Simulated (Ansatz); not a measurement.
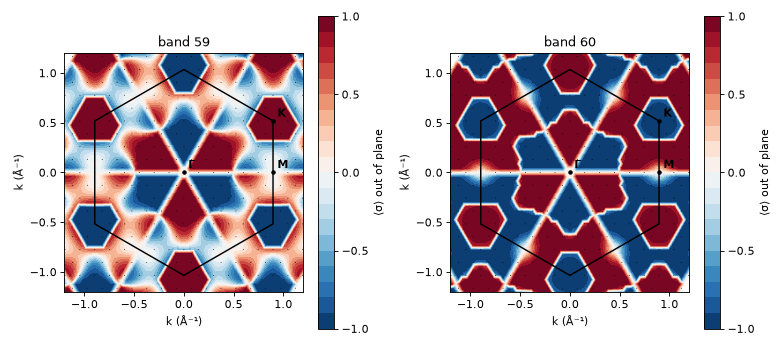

Spin texture of one free-standing InSe layer cut from the bulk crystal (space group of the slab cell P-6m2) in the plane k₃ = 0, seen along b₁ × b₂: arrows give the in-plane part of ⟨σ⟩, colours the part out of the plane.

The calculation used DFT PBE, spin-orbit coupling, plane waves, PAW; levels and slopes on a dense k mesh at the converged density (Ansatz). Non-magnetic. k mesh for the levels: 36×36×1. The geometry was not relaxed. The cell comes from a database of computed structures, not from a measurement.

How is the spin locked to momentum in these bands?

Band 59 (conduction band): the spin expectation value has a mean length of 0.6, almost wholly out of the plane; its out-of-plane part is +1.0 at the labelled K point and −1.0 at the opposite point. Band 60 (conduction band): the spin expectation value has a mean length of 0.9, almost wholly out of the plane; its out-of-plane part is −1.0 at the labelled K point and +1.0 at the opposite point.

Why are these bands spin-split?

The structure has no inversion centre, so spin-orbit coupling splits the pair at general k (symmetry can keep it degenerate on some lines and at time-reversal-invariant points), and the spin at −k is opposite to that at k. Bands 59 and 60 lie up to 0.12 eV apart in this plane.
